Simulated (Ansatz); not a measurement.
System: Ir, space group Im-3m (No. 229) (one of a set of cubic test structures, which need not be the stable phase).

How it was computed, with Ansatz 0.2.0 development build: equation of state of a cubic crystal from periodic Kohn-Sham density functional theory without spin, third-order Birch-Murnaghan fit to the free energies; pressure corrected for the finite basis. Level: PBE.

structure type bcc; atoms in cell 1; space group number 229; lattice centring body-centred primitive; k mesh 49×49×49; occupation method Fermi–Dirac; occupation width 0.06123 eV; wave cutoff 420 eV; datasets soft-1 PAW; density tolerance 1e−07 eV; bands 13; density cutoff ratio 4; search for lower states default.

What does the calculation give for the energy above the lowest point and pressure against volume? The volume takes the values 14.17, 14.47, 14.77, 15.07, 15.37, 15.68, 15.98 Å³/atom.

A third-order Birch–Murnaghan fit gives V0 = 15.05 Å³/atom, B0 = 307 GPa and B′ = 5.1. The energy above the lowest point is 55.8 meV/atom at volume 14.17 Å³/atom and 48.5 meV/atom at 15.98 Å³/atom; the lowest computed point is at volume 15.07 Å³/atom (0.0 meV/atom), in a single well. The pressure falls from 21.6 GPa at volume 14.17 Å³/atom to −15.8 GPa at 15.98 Å³/atom, and changes sign near 15.05 Å³/atom.

| volume (Å³/atom) | energy above the lowest point (meV/atom) | pressure (GPa) |
| --- | --- | --- |
| 14.17 | 55.8 | 21.6 |
| 14.47 | 23.1 | 13.3 |
| 14.77 | 5.1 | 6.0 |
| 15.07 | 0.0 | −0.5 |
| 15.37 | 6.4 | −6.2 |
| 15.68 | 23.0 | −11.3 |
| 15.98 | 48.5 | −15.8 |

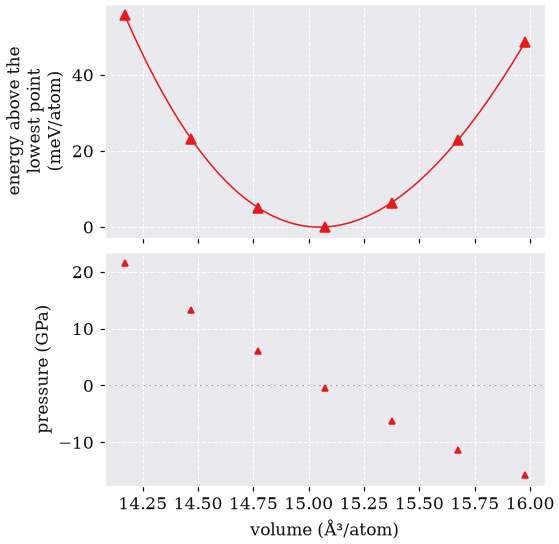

Limits of the calculation: cubic model structure, not the ambient form; no spin polarisation, a magnetic state may lie lower.
